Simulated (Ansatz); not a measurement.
System: Al$_{3}$O$_{5}$ (cell charge +2, with a compensating background) (cell with a defect).

```cif
data_structure
_symmetry_space_group_name_H-M 'P 1'
_symmetry_Int_Tables_number 1
_cell_length_a 7.0148
_cell_length_b 7.0148
_cell_length_c 7.0148
_cell_angle_alpha 85.772
_cell_angle_beta 85.772
_cell_angle_gamma 85.772
_cell_volume 342.49
loop_
_atom_site_label
_atom_site_type_symbol
_atom_site_fract_x
_atom_site_fract_y
_atom_site_fract_z
_atom_site_occupancy
O1 O 0.11380 0.11380 0.11380 1
Al1 Al 0.64916 0.64475 0.14552 1
Al2 Al 0.64475 0.14552 0.64916 1
Al3 Al 0.14552 0.64916 0.64475 1
Al4 Al 0.34473 0.34473 0.34473 1
Al5 Al 0.83987 0.84992 0.35453 1
Al6 Al 0.84992 0.35453 0.83987 1
Al7 Al 0.35453 0.83987 0.84992 1
Al8 Al 0.64765 0.64765 0.64765 1
Al9 Al 0.14279 0.14814 0.64490 1
Al10 Al 0.14814 0.64490 0.14279 1
Al11 Al 0.64490 0.14279 0.14814 1
Al12 Al 0.85158 0.85158 0.85158 1
Al13 Al 0.35482 0.36029 0.85601 1
Al14 Al 0.36029 0.85601 0.35482 1
Al15 Al 0.85601 0.35482 0.36029 1
O2 O 0.40247 0.59895 0.74537 1
O3 O 0.90304 0.09796 0.75235 1
O4 O 0.90636 0.59814 0.24715 1
O5 O 0.41985 0.09562 0.27212 1
O6 O 0.39723 0.24579 0.61092 1
O7 O 0.90217 0.75098 0.59531 1
O8 O 0.91756 0.23889 0.09342 1
O9 O 0.40504 0.75723 0.09763 1
O10 O 0.59895 0.74537 0.40247 1
O11 O 0.09562 0.27212 0.41985 1
O12 O 0.09796 0.75235 0.90304 1
O13 O 0.59814 0.24715 0.90636 1
O14 O 0.74537 0.40247 0.59895 1
O15 O 0.24715 0.90636 0.59814 1
O16 O 0.27212 0.41985 0.09562 1
O17 O 0.75235 0.90304 0.09796 1
O18 O 0.24579 0.61092 0.39723 1
O19 O 0.75723 0.09763 0.40504 1
O20 O 0.75098 0.59531 0.90217 1
O21 O 0.23889 0.09342 0.91756 1
O22 O 0.61092 0.39723 0.24579 1
O23 O 0.09342 0.91756 0.23889 1
O24 O 0.09763 0.40504 0.75723 1
O25 O 0.59531 0.90217 0.75098 1
```

The program warned that a starting moment wasn't kept; spin-polarised.

Theory: DFT PBEsol, scalar-relativistic, plane waves, PAW (Ansatz 0.2.0).

Q: Predict the valence pseudo-density and electron localisation function between the atoms.

A: Al–O (1.81 Å): the density is about 0.71 e/Å³ at the midpoint; the ELF peaks at about 0.90 in the valence shell of O, 0.7 Å from its nucleus, and is about 0.85 at the midpoint.
Al–O (1.87 Å): the density is about 0.63 e/Å³ at the midpoint; the ELF peaks at about 0.85 in the valence shell of O, 0.7 Å from its nucleus, and is about 0.80 at the midpoint.
Al–O (1.88 Å): ρ is about 0.61 e/Å³ halfway; the ELF peaks at about 0.85 in the valence shell of O, 0.7 Å from its nucleus, and is about 0.80 at the midpoint.
Al–O (1.95 Å): ρ is about 0.54 e/Å³ halfway; the ELF peaks at about 0.85 in the valence shell of O, 0.7 Å from its nucleus, and is about 0.75 at the midpoint.

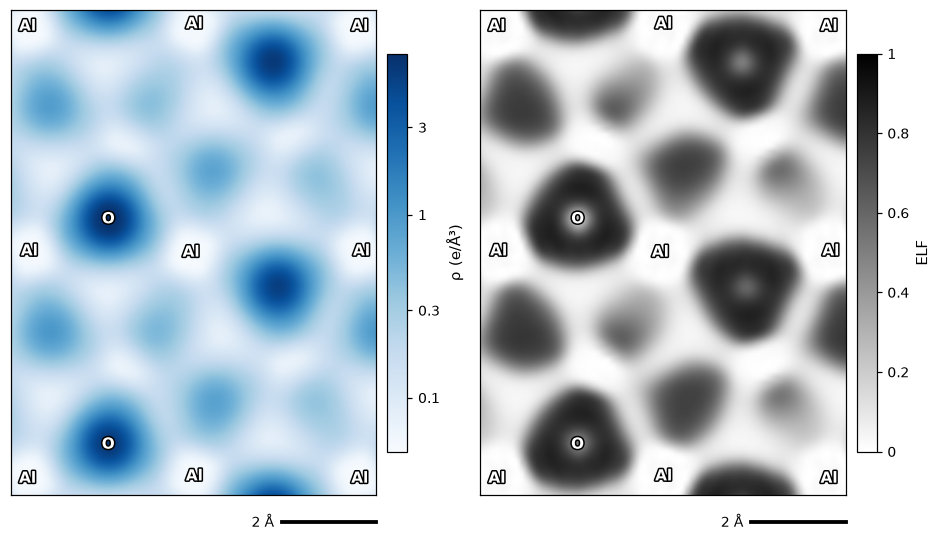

Computed valence pseudo-density and electron localisation function on the (101) plane of the calculation cell, in this order. Atoms just off the plane (Al, 0.4 Å away and O, 0.3 Å away) can leave unmarked features too.

Core electrons are frozen (PAW), and the valence fields are smoothed inside the atomic spheres.
